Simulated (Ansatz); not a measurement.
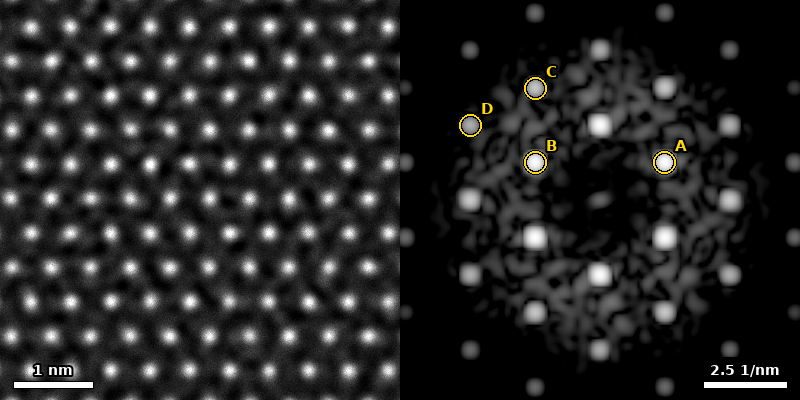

iDPC-like image of Cs (P6/mmm, No. 191) along [001]. Simulated as the projected potential of neutral atoms (B = 0.5 Å²) blurred by a 1.30 Å probe, the thin-sample limit of integrated differential phase contrast. Shot noise and the speckle of an amorphous layer were added. Structure: the end point of a relaxation with DFT, PBE, plane waves (420 eV) with PAW, scalar-relativistic in Ansatz; the starting structure was generated, so it need not be a known form of this composition.

The right panel is the modulus of the image's Fourier transform on a logarithmic scale.

a = 8.783 Å, b = 8.783 Å, c = 5.277 Å, α = 90.00°, β = 90.00°, γ = 120.00°

**Index the marked spots and give their plane spacings (the zone axis points at the viewer; indices equivalent by symmetry, or all signs reversed, are as good).**

A: (2 -1 0), d = 4.39 Å; B: (-1 2 0), d = 4.39 Å; C: (030), d = 2.54 Å; D: (-2 4 0), d = 2.20 Å. A and B enclose 120°, and every spot obeys the zone law hu + kv + lw = 0 for [001].
